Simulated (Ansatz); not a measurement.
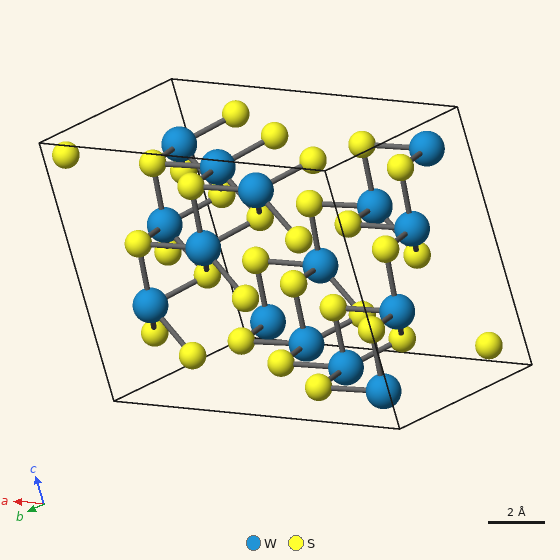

We look at a ball-and-stick model of the crystal from a general direction. The wireframe shows the supercell. The host is WS2, in a cell of 48 sites, and the cell carries a charge of -1.

> Describe the defect.

A tungsten vacancy. Around the empty site lie six S at about 2.5 Å.

Calculation details: DFT PBE, scalar-relativistic, plane waves, PAW (Ansatz); a kinetic-energy cutoff of 420 eV, a 2×2×2 sampling of the Brillouin zone, Gaussian smearing of 0.01 eV, collinear spins.

> Is the defect magnetic?

Yes, 1.0 μB in the cell.

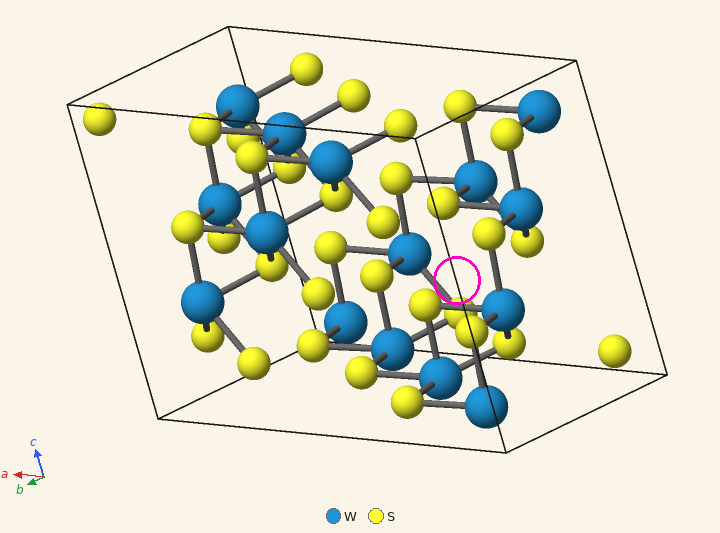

The same cell with a ring at the defect's site.

The atoms were relaxed in the host's cell with DFT PBE, scalar-relativistic, plane waves, PAW in Ansatz.
